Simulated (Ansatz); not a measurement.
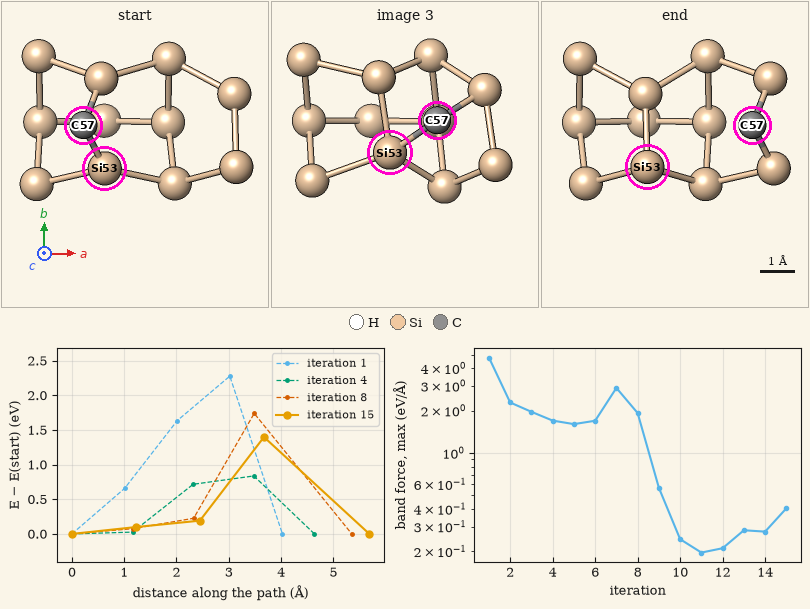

NEB run on C on Si(100)-2x1, underside capped with H (57 atoms in the cell). Images are numbered from 0 (start) to 4 (end). The plot follows the band through its iterations. A ball-and-stick model of the atoms within 4.9 Å of the middle of the path, seen along the c axis. The atoms that move most are ringed. Bonds to atoms that aren't drawn are left out.

Method: Ansatz 0.2.0, DFT PBEsol, scalar-relativistic, plane waves, PAW. Settings: plane-wave cutoff 420 eV; k-point mesh 2 × 1 × 1; Fermi-Dirac smearing 0.02 eV; spin collinear; 24 atoms held fixed; 3 movable images; climbing image; force threshold 0.05 eV/Å; iteration limit 15; starting path by straight interpolation.

Did the band converge, and can the barrier be trusted?

Answer. The result isn't final. The band hadn't converged when the run stopped after 15 iterations. The largest component of the band force went from 4.8 to 0.4 eV/Å. The barrier read from it is provisional: over the last two iterations the highest image moved from 1.47 eV to 1.40 eV. The first iteration put the highest image at 2.28 eV. The two ends have the same energy, and the highest point, image 3, lies 1.40 eV above the start.

Limits of the set-up: the periodic images lie only 7.7 Å apart, so the values are limited by the cell's size.

PAW datasets: the set soft_1.
